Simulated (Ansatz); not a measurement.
## One crystal, many levels of theory: Sr2CaTi3O9 (perovskite [001] superlattice) (P4mm)

What gap does each level of theory give for Sr2CaTi3O9 (perovskite [001] superlattice) (P4mm), and in what time?

Program: Ansatz 0.2.0. Level of theory: density functionals, hybrids and G0W0, plane waves, PAW. Results are calculated unless marked as measured.

The structure was built from a prototype and need not be the compound's stable phase.

**1. Starting point**

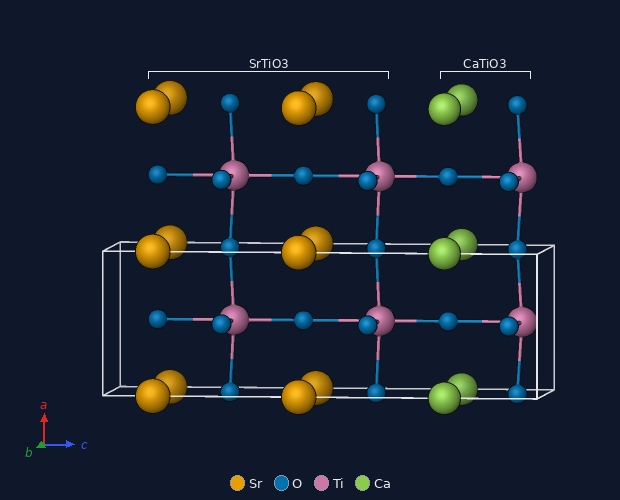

Start, viewed from the side, with the c axis across the page; strontium orange, oxygen blue, titanium pink, calcium green. 2×1×1 cells are drawn. Some periodic images of atoms are drawn too.

Coordinates:

```cif
data_structure
_symmetry_space_group_name_H-M 'P 1'
_symmetry_Int_Tables_number 1
_cell_length_a 3.8333
_cell_length_b 3.8333
_cell_length_c 11.5725
_cell_angle_alpha 90.000
_cell_angle_beta 90.000
_cell_angle_gamma 90.000
_cell_volume 170.05
loop_
_atom_site_label
_atom_site_type_symbol
_atom_site_fract_x
_atom_site_fract_y
_atom_site_fract_z
_atom_site_occupancy
Sr1 Sr 0.00000 0.00000 0.08887 1
O2 O 0.50000 0.50000 0.08054 1
Ti3 Ti 0.50000 0.50000 0.25617 1
O4 O 0.50000 0.00000 0.24710 1
O5 O 0.00000 0.50000 0.24710 1
Sr6 Sr 0.00000 0.00000 0.42502 1
O7 O 0.50000 0.50000 0.41638 1
Ti8 Ti 0.50000 0.50000 0.59170 1
O9 O 0.50000 0.00000 0.58392 1
O10 O 0.00000 0.50000 0.58392 1
Ca11 Ca 0.00000 0.00000 0.76072 1
O12 O 0.50000 0.50000 0.74997 1
Ti13 Ti 0.50000 0.50000 0.91957 1
O14 O 0.50000 0.00000 0.90914 1
O15 O 0.00000 0.50000 0.90914 1
```

The structure was relaxed with LDA. The runs that relaxed it are not among those shown.

The logs state that the PAW files were generated under PBE.

**2. LDA on the 6×6×2 mesh**

Levels along a band path and on the mesh show where this functional puts the band edges.

This step: DFT, LDA, plane waves, PAW; PAW set soft_1.

The input, input.yaml:

```yaml
crystal:
  lattice:
    - [3.8332940289, 0.0, 0.0]
    - [0.0, 3.8332940289, 0.0]
    - [0.0, 0.0, 11.5724503175]
  atoms:
    - { symbol: Sr, position: [0.0, 0.0, 0.0888685092] }
    - { symbol: O, position: [0.5, 0.5, 0.0805421152] }
    - { symbol: Ti, position: [0.5, 0.5, 0.2561651559] }
    - { symbol: O, position: [0.5, 0.0, 0.2470993584] }
    - { symbol: O, position: [0.0, 0.5, 0.2470993584] }
    - { symbol: Sr, position: [0.0, 0.0, 0.4250208297] }
    - { symbol: O, position: [0.5, 0.5, 0.4163779302] }
    - { symbol: Ti, position: [0.5, 0.5, 0.5916964269] }
    - { symbol: O, position: [0.5, 0.0, 0.5839199035] }
    - { symbol: O, position: [0.0, 0.5, 0.5839199035] }
    - { symbol: Ca, position: [0.0, 0.0, 0.7607153989] }
    - { symbol: O, position: [0.5, 0.5, 0.7499687] }
    - { symbol: Ti, position: [0.5, 0.5, 0.9195730861] }
    - { symbol: O, position: [0.5, 0.0, 0.9091378926] }
    - { symbol: O, position: [0.0, 0.5, 0.9091378926] }
kpoints:
  mp_grid: { grid: [6, 6, 2] }
  band_path:
    path:
      - [[0.0, 0.0, 0.0], [0.0, 0.5, 0.0], [0.5, 0.5, 0.0], [0.0, 0.0, 0.0], [0.0, 0.0, 0.5], [0.0, 0.5, 0.5], [0.5, 0.5, 0.5], [0.0, 0.0, 0.5]]
      - [[0.0, 0.5, 0.0], [0.0, 0.5, 0.5]]
      - [[0.5, 0.5, 0.0], [0.5, 0.5, 0.5]]
    npoints: 10
hamiltonian:
  xc: lda
  pseudopotentials: { kind: paw, azcp: { folder: soft_1 }, xc_functional: pbe }
scf:
  occupations: { method: fermi_dirac, width: 0.02 }
  n_extra_bands: 9
output:
  eigenvalues: true
  write_density: true
  write_potential: true
  elf: true
  volumetric_format: npy
```

Run with:

```bash
$ ansatz run input.yaml --threads 4 --pin off --max-ram 17510MiB --backend cpu --events-out ev --progress --plain --runs-dir out
```

Numbers of over 12 decimals in the logs are rounded to 6 here.

What it wrote:

```text
scf.n_extra_bands = 9 over 60 filled bands (N_el = 120.0): the run solves 69 bands
Engine: ansatz 0.2.0, aarch64-unknown-linux-gnu
Pseudopotentials: kind: paw
Pseudopotential: Sr, paw, valence charge 10, recommended cutoff 420 eV (normal), soft_1/Sr.paw.azcp
Pseudopotential: O, paw, valence charge 6, recommended cutoff 420 eV (normal), soft_1/O.paw.azcp
Pseudopotential: Ti, paw, valence charge 12, recommended cutoff 420 eV (normal), soft_1/Ti.paw.azcp
Pseudopotential: Ca, paw, valence charge 10, recommended cutoff 420 eV (normal), soft_1/Ca.paw.azcp
Functional definition: SPW92
  exchange = slater_x
  correlation = pw_c
Crystal: 15 atoms, lattice volume = 170.047 Å³
Basis set: ecut = 420 eV, 3351 PW (Γ)
Bands: 69, of which v1, the nominal top of the filled ones, is band 60 counted from 1 (59 counted from 0)
Symmetry: 8 space group operations
Space group: P4mm (ITA 99), of the structure as read, at distance tolerance 5.5e-5 Å
k-points: 20 of 72
Non-local potential: Sr, projectors of the file, l = 0: 3, l = 1: 2, l = 2: 2
Non-local potential: O, projectors of the file, l = 0: 2, l = 1: 2, l = 2: 1
Non-local potential: Ti, projectors of the file, l = 0: 3, l = 1: 2, l = 2: 3, l = 3: 1
Non-local potential: Ca, projectors of the file, l = 0: 3, l = 1: 2, l = 2: 2
PAW form: soft (Blöchl's): semilocal exchange-correlation on the pseudo side does not see the compensation charge
PAW frozen core: Sr, regenerated for the run's functional, and the local potential with it (the file was generated under x = pbe(κ = 0.804, μ = 0.219515), c = pbe(β = 0.066725))
PAW frozen core: O, regenerated for the run's functional, and the local potential with it (the file was generated under x = pbe(κ = 0.804, μ = 0.219515), c = pbe(β = 0.066725))
PAW frozen core: Ti, regenerated for the run's functional, and the local potential with it (the file was generated under x = pbe(κ = 0.804, μ = 0.219515), c = pbe(β = 0.066725))
PAW frozen core: Ca, regenerated for the run's functional, and the local potential with it (the file was generated under x = pbe(κ = 0.804, μ = 0.219515), c = pbe(β = 0.066725))
PAW one-centre angular grid: Sr, 110 points (default); XC on 64 Gauss nodes
PAW one-centre angular grid: O, 110 points (default); XC on 64 Gauss nodes
PAW one-centre angular grid: Ti, 590 points (default); XC on 64 Gauss nodes
PAW one-centre angular grid: Ca, 110 points (default); XC on 64 Gauss nodes
Initial density: superposition of atomic densities (chi_scale 0.1, normalization cell, long waves kept (reshape's long-wave potential 0.26 eV rms))
Initial wavefunctions: pseudopotential atomic-orbital guess
Functional: x = slater, c = lda
SCF iter   1: F=—  HF=-21037.325109 eV  |F-HF|=—  |Δ(HF+E_count)|=         —  Δρ=5.33e-2  dr2=4.63e0  ethr=3.10e-3  ⟨swp⟩=12.1  Hψ=6972  notcnv=0
preconditioner: auto → Resta (q_TF=auto, 2.574 Å⁻¹)  ε∞=5.8  [insulator: Δε(μ)=1.334 eV  Ē_g=12.332 eV  σ=0.020 eV  W_gap=1.00  n_scr=56 (ndim 8)  ℏωp=27.0 eV  f_vac=0.000  D(μ)=0.00/eV (n_scr^D=0)  ε∞_Penn≈5.8]
SCF iter   2: F=—  HF=-21036.543830 eV  |F-HF|=—  |Δ(HF+E_count)|=   7.81e-1  Δρ=2.76e-2  dr2=1.49e0  ethr=3.10e-3  ⟨swp⟩=3.0  Hψ=2899  notcnv=0  defer=62
SCF iter   3: F=—  HF=-21036.246122 eV  |F-HF|=—  |Δ(HF+E_count)|=   2.98e-1  Δρ=9.24e-3  dr2=1.09e-1  ethr=1.24e-3  ⟨swp⟩=4.0  Hψ=2885  notcnv=0  defer=58
SCF iter   4: F=—  HF=-21036.228320 eV  |F-HF|=—  |Δ(HF+E_count)|=   1.78e-2  Δρ=2.62e-3  dr2=7.87e-3  ethr=9.05e-5  ⟨swp⟩=3.9  Hψ=2541  notcnv=0  defer=47
SCF iter   5: F=—  HF=-21036.228374 eV  |F-HF|=—  |Δ(HF+E_count)|=   5.48e-5  Δρ=4.15e-4  dr2=2.74e-4  ethr=6.56e-6  ⟨swp⟩=3.0  Hψ=2622  notcnv=0  defer=47
SCF iter   6: F=—  HF=-21036.228408 eV  |F-HF|=—  |Δ(HF+E_count)|=   3.40e-5  Δρ=1.43e-4  dr2=2.96e-5  ethr=2.28e-7  ⟨swp⟩=2.0  Hψ=2233  notcnv=0  defer=47
SCF iter   7: F=—  HF=-21036.228416 eV  |F-HF|=—  |Δ(HF+E_count)|=   7.97e-6  Δρ=7.81e-5  dr2=7.88e-6  ethr=2.47e-8  ⟨swp⟩=2.0  Hψ=2194  notcnv=0  defer=47
SCF iter   8: F=—  HF=-21036.228415 eV  |F-HF|=—  |Δ(HF+E_count)|=   1.42e-6  Δρ=1.22e-5  dr2=2.79e-7  ethr=6.56e-9  ⟨swp⟩=2.0  Hψ=2124  notcnv=0  defer=47
SCF iter   9: F=-21036.228415 eV  HF=-21036.228415 eV  |F-HF|=1.72e-8  |Δ(HF+E_count)|=   2.91e-8  Δρ=3.43e-6  dr2=2.47e-8  ethr=8.33e-11  ⟨swp⟩=11.7  Hψ=5142  notcnv=0
SCF 1 converged in 9 iterations: F = -21036.228415 eV  dr2 = 2.47e-8
[...]
NSCF: frozen V_eff on 93 k-points
SCF converged after 9 iterations
Free energy (F): -21036.228415 eV
Harris-Foulkes:  -21036.228415 eV  (|F-HF|=1.72e-8)
Internal energy: -21036.228415 eV  (E = F + TS)
E sigma→0 (E₀):  -21036.228415 eV
Fermi energy:    10.874044 eV
--- Per-component energies (eV) ---
  E_band       = -655.817876
  E_kinetic    = 3082.921776
  E_local      = -7317.847120  (includes V_loc(G=0)·N_el)
  E_nonlocal   = 1242.178240
  E_hartree    = 2574.895197
  E_xc         = -1464.590889
  E_vxc        = -1734.914356  (∫ρ·V_xc dr)
  E_paw        = -10349.681472  (= ΣΔE_a)
  E_vpaw       = -1077.948384  (= ΣTr[D̂ρ^β])
  E_aug_tail   = 0.006892  (compensation charges beyond the density's cutoff)
  E_ewald      = -8806.832619
  E_core_change = 2.721581  (= ΣΔE_core)
  E_smearing   = -0.000000  (= −TS)
  E_closure    = -0.000000  (closes the sum)
  Σ components = -21036.228415   (vs F -21036.228415, Δ=0.00e0)
--- Band table (eV; the first three rows and the last of 20) ---
  k-point 0: bands = [... 56 lower, 9.2827, 9.4539, 9.4539, 9.4569, 11.7798, 11.9040, 12.0101, 12.0101, ... 5 higher]
  k-point 1: bands = [... 56 lower, 9.3241, 9.3241, 9.4133, 9.4133, 11.7996, 11.8670, 12.0278, 12.5524, ... 5 higher]
  k-point 2: bands = [... 56 lower, 8.8786, 8.9593, 9.2516, 9.3590, 12.0460, 12.4047, 12.4785, 12.4865, ... 5 higher]
  k-point 19: bands = [... 56 lower, 9.8436, 9.8621, 9.8621, 9.9617, 14.0443, 14.0443, 14.1166, 14.1166, ... 5 higher]
```

The job ended after 31 s (4 threads of Arm Neoverse V1, shared host; peak memory 0.99 GiB; 2 min of CPU time).

In the SCF lines HF is the Harris–Foulkes energy and dr2 the Hartree energy of the density residual, in eV; the loop may stop once dr2 is under the threshold and the program's other checks hold. Hψ counts applications of the Hamiltonian.

This step gave:

| Item | Value |
| --- | --- |
| filled bands | 60 |
| gap | 1.818 eV |
| valence top at | A |
| conduction bottom at | Γ |
| least direct gap | 2.323 eV |

Over mesh and path the gap is 1.818 eV, from k = (0.500, 0.500, 0.500) to k = Γ. The least direct gap found is 2.323 eV, at k = Γ.

**3. LDA+SOC on the 6×6×2 mesh**

This run has two-component orbitals with spin-orbit coupling.

This step: DFT, LDA with spin-orbit coupling, plane waves, PAW; PAW set soft_1.

input.yaml, the sections that differ from step 2:

```yaml
kpoints:
  mp_grid: { grid: [6, 6, 2] }
  band_path:
    path:
      - [0.0, 0.0, 0.0]
      - [0.0, 0.5, 0.0]
      - [0.5, 0.5, 0.0]
      - [0.0, 0.0, 0.5]
      - [0.0, 0.5, 0.5]
      - [0.5, 0.5, 0.5]
    npoints: 1
hamiltonian:
  xc: lda
  pseudopotentials: { kind: paw_fr, azcp: { folder: soft_1 }, xc_functional: pbe }
scf:
  occupations: { method: fixed }
  n_extra_bands: 18
magnetization:
  noncollinear: true
  spin_orbit: true
# crystal, output: as in step 2
```

What it wrote:

```text
[...]
non-collinear run that drives no moment, with spin-orbit: no starting moment large enough to seed its density (crystal.atoms[].spin), no starting occupations that ask for one, no magnetisation constraint and no magnetic field, so the semilocal B_xc is pinned to zero
Crystal: 15 atoms, lattice volume = 170.047 Å³
Basis set: ecut = 420 eV, 3351 PW (Γ)
Bands: 138, of which v1, the nominal top of the filled ones, is band 120 counted from 1 (119 counted from 0)
Symmetry: 8 space group operations + 8 with time reversal
[...]
k-points: 20 of 72
Projection manifold: j_resolved (fully-relativistic pseudo-atomic orbitals)
[...]
SCF iter   1: F=—  HF=-21038.745802 eV  |F-HF|=—  |Δ(HF+E_count)|=         —  Δρ=5.34e-2  dr2=4.65e0  dr2_m=0.00e0 (ungated)  ethr=3.10e-3  |M|=0.00e0 ∫|m|=0.00e0 μB  |m|>n=0.0e0 m-floor=0.0e0 τ_xc=0.0e0  β_m=0.30  ⟨swp⟩=5.1  Hψ=11723  notcnv=0  defer=257
[...]
site 7: m = (+0.0000, +0.0000, +0.0000) μB, |m| = 0.0000 μB  (R = 0.76 Å)
[...]
site 11: m = (+0.0000, +0.0000, +0.0000) μB, |m| = 0.0000 μB  (R = 0.76 Å)
  site 12: m = (+0.0000, +0.0000, +0.0000) μB, |m| = 0.0000 μB  (R = 0.77 Å)
  site 13: m = (+0.0000, +0.0000, +0.0000) μB, |m| = 0.0000 μB  (R = 0.79 Å)
  site 14: m = (+0.0000, +0.0000, +0.0000) μB, |m| = 0.0000 μB  (R = 0.79 Å)
Free energy (F): -21037.647897 eV
[...]
Internal energy: -21037.647897 eV  (E = F + TS)
E sigma→0 (E₀):  -21037.647897 eV
Fermi energy:    9.959364 eV
[...]
--- Band table (eV; the first three rows and the last of 20) ---
  k-point 0: bands = [... 116 lower, 9.4711, 9.4711, 9.4723, 9.4723, 11.7767, 11.7767, 11.9013, 11.9013, ... 14 higher]
  k-point 1: bands = [... 116 lower, 9.3898, 9.3898, 9.4320, 9.4320, 11.7968, 11.7968, 11.8642, 11.8642, ... 14 higher]
  k-point 2: bands = [... 116 lower, 9.2438, 9.2482, 9.3537, 9.3665, 12.0412, 12.0448, 12.3991, 12.4034, ... 14 higher]
  k-point 19: bands = [... 116 lower, 9.8656, 9.8656, 9.9594, 9.9594, 14.0325, 14.0325, 14.0504, 14.0504, ... 14 higher]
[key lines of the parts left out:]
SCF converged after 11 iterations
Magnetization: |M| = 0.0000 μB,  M = (+0.0000, +0.0000, +0.0000) μB
```

Elapsed: 94 s, on 4 threads; peak memory 2.4 GiB; 6.1 min of CPU time.

Numbers from this step:

- gap: 1.817 eV
- valence top at: A
- conduction bottom at: Γ
- least direct gap: 2.304 eV

Over mesh and listed points the gap is 1.817 eV, from k = (0.500, 0.500, 0.500) to k = Γ. The least direct gap found is 2.304 eV, at k = Γ. LDA+SOC against LDA: 1.817 − 1.818 = −0.001 eV, with the same mesh, set of files (read in its fully relativistic form for the spin-orbit run) and cutoff, and both edges at the same k points. The spin-orbit run sees mesh and listed points alone, so its gap is an upper bound: the coupling can move an edge off these points, the more so as this crystal has no centre of inversion, and the change over the zone, its sign included where it is small, is not known.

**4. HSE06 on the 4×4×2 mesh**

HSE06 mixes in a quarter of exact exchange at short range.

This step: DFT, HSE06, plane waves, PAW; PAW set soft_1.

input.yaml, as its differences from that of step 3:

```diff
@@ -22,3 +22,3 @@
 kpoints:
-  mp_grid: { grid: [6, 6, 2] }
+  mp_grid: { grid: [4, 4, 2] }
   band_path:
@@ -33,15 +33,8 @@
 hamiltonian:
-  xc: lda
-  pseudopotentials: { kind: paw_fr, azcp: { folder: soft_1 }, xc_functional: pbe }
+  xc: hse06
+  pseudopotentials: { kind: paw, azcp: { folder: soft_1 } }
 scf:
   occupations: { method: fixed }
-  n_extra_bands: 18
-magnetization:
-  noncollinear: true
-  spin_orbit: true
+  n_extra_bands: 9
 output:
   eigenvalues: true
-  write_density: true
-  write_potential: true
-  elf: true
-  volumetric_format: npy
```

What it wrote:

```text
[...]
davidson cushion auto → on  (no smearing: the cushion is to keep the highest requested band from converging to the state above it; pin scf.eigensolver.cushion to override)
Crystal: 15 atoms, lattice volume = 170.047 Å³
Basis set: ecut = 420 eV, 3351 PW (Γ)
Bands: 69, of which v1, the nominal top of the filled ones, is band 60 counted from 1 (59 counted from 0)
Symmetry: 8 space group operations
[...]
k-points: 12 of 32
[...]
Fermi energy:    9.336649 eV
[...]
--- Band table (eV; the first three rows and the last of 12) ---
  k-point 0: bands = [... 56 lower, 8.5910, 8.7696, 8.7928, 8.7928, 12.7506, 12.8775, 12.9577, 12.9577, ... 5 higher]
  k-point 1: bands = [... 56 lower, 8.6472, 8.6472, 8.7398, 8.7398, 12.7745, 12.8347, 13.0087, 13.5179, ... 5 higher]
  k-point 2: bands = [... 56 lower, 8.4350, 8.4681, 8.5057, 8.5587, 13.0460, 13.9392, 13.9584, 13.9994, ... 5 higher]
  k-point 11: bands = [... 56 lower, 9.2086, 9.2274, 9.2274, 9.3366, 15.1747, 15.1747, 15.2530, 15.2530, ... 5 higher]
[key lines of the parts left out:]
Free energy (F): -21539.091304 eV
```

It took 2.2 min on 4 threads; peak memory 3 GiB; 8.2 min of CPU time.

Numbers from this step:

```
gap                     : 3.414 eV
valence top at          : A
conduction bottom at    : Γ
least direct gap        : 3.958 eV
exact-exchange fraction : 0.25
```

Over mesh and listed points the gap is 3.414 eV, from k = (0.500, 0.500, 0.500) to k = Γ. The least direct gap found is 3.958 eV, at k = Γ. HSE06 against LDA: 3.414 − 1.818 = +1.596 eV. The runs also differ in mesh (6×6×2 and 4×4×2), so how much of this comes from the functional alone is not known.

[end of part 1 of 2]

[Paths, hosts, dates, memory and timing lines, banners, echoed tables and standing remarks are left out of the program output.]

[Logs are printed without paths, hosts, clocks, repeated set-up lines and the standing remarks that a program may print on its own settings, such as how far it seeks lower states.]

[Runs of the session that timed out or met a known fault of the program may be left out.]

[Cells called generated may have been cut or substituted from an entry of the Crystallography Open Database or the Materials Project.]

[Hosts, paths, dates, database ids (printed as entryN), source tags and the programs' standing remarks are cut or masked in the printed files.]

[Where an RPA ε∞ is given, it is that of the G0W0 mesh and is not shown converged in it. Names of k-points follow the symmetry that the program found, which can be lower than the space group named. Band edges on a path are those of the sampled points; other points can move an edge, and change direct to indirect where valleys lie close.]

[Hybrid gaps are those of their k-mesh and are not shown converged in it.]
